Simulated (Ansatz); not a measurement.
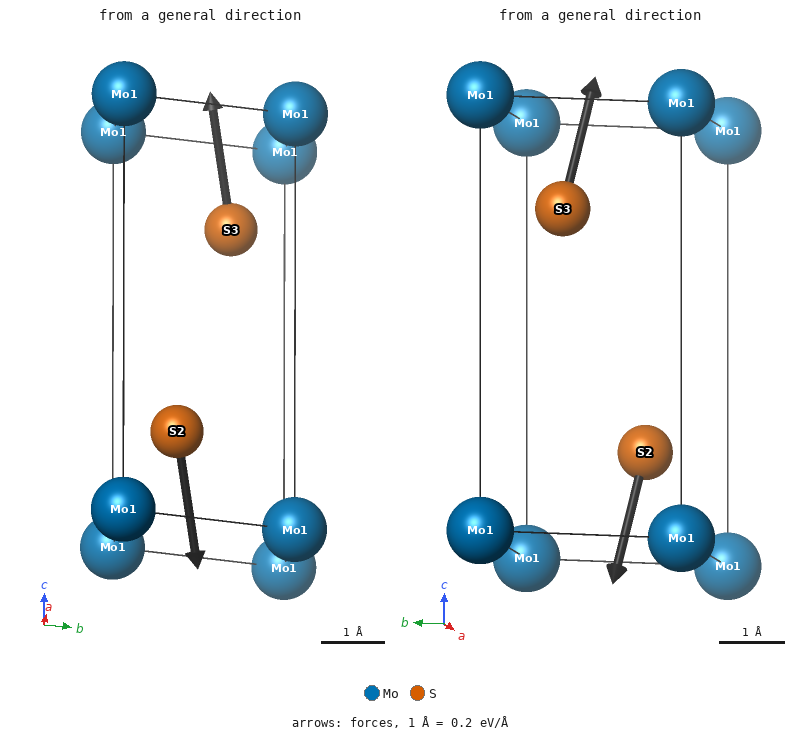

Spheres-only representation of a periodic structure, projected from two general directions. Thin lines show the cell (the run's own, in a reduced setting), with boundary atoms drawn in all their periodic places. The arrows are the computed forces on the atoms.

System: MoS2. Calculation details: DFT PBE, scalar-relativistic, plane waves, PAW in Ansatz; plane-wave cutoff 420 eV, k-points about 0.19 Å⁻¹ apart, Gaussian smearing of 0.05 eV, collinear spins.

Is the structure at rest?

Answer. No. The atoms still feel forces of up to about 0.37 eV/Å, far above a usual threshold of 0.01 to 0.03 eV/Å.

Which atom feels the largest force?

Answer. S2 and S3, about 0.37 eV/Å.

The structure was taken from a structure type filled with these elements by a generator (whether the compound takes this form wasn't checked). The cell was then strained or its atoms displaced on purpose. It was the input of a calculation with Ansatz.
